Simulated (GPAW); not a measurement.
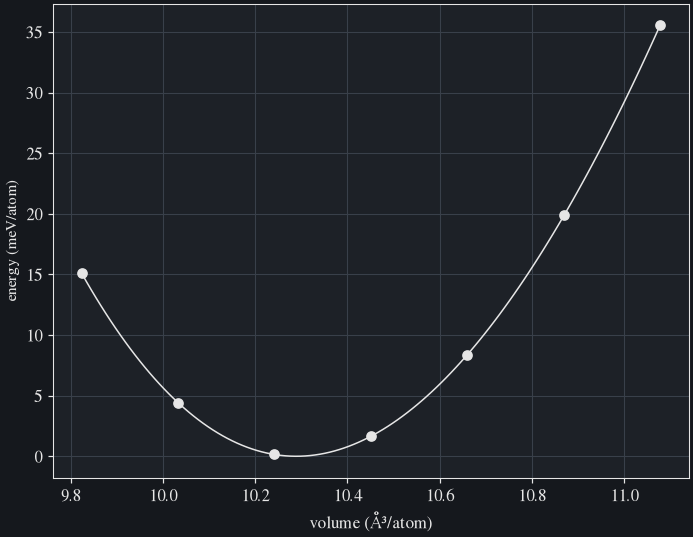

The plot gives the computed energy against volume for AlN, space group P6_3mc (No. 186).

The given structure:
```
CELL_PARAMETERS angstrom
3.11300 0.00000 0.00000
-1.55650 2.69594 0.00000
0.00000 0.00000 4.98100
ATOMIC_POSITIONS crystal
Al 0.66667 0.33333 0.50000
Al 0.33333 0.66667 0.00000
N 0.66667 0.33333 0.88000
N 0.33333 0.66667 0.38000
```

Method: PAW DFT in plane waves, on a grid or in atomic orbitals, no spin polarisation; energies at scaled volumes of the given cell, shape and fractions fixed, counted from the fit's minimum, third-order Birch-Murnaghan fit (GPAW 26.7.0). Level: LDA.

k mesh 7×7×4; occupations Fermi–Dirac; smearing width 0.05 eV; potentials PAW data sets made by gpaw setup for the functional; wave cutoff 800 eV; program settings basis pw.

From this curve and the settings, what does the calculation give for the pressure at the same points?

The pressure falls from 10.04 GPa at volume 9.82 Å³/atom to −14.25 GPa at 11.08 Å³/atom, and changes sign near 10.25 Å³/atom.

```csv
volume (Å³/atom),pressure (GPa)
9.82,10.04
10.03,4.91
10.24,0.26
10.45,-3.93
10.66,-7.72
10.87,-11.16
11.08,-14.25
```

Caveats: shape and atomic fractions are frozen while scaling, which makes layered, chain and framework solids too stiff.
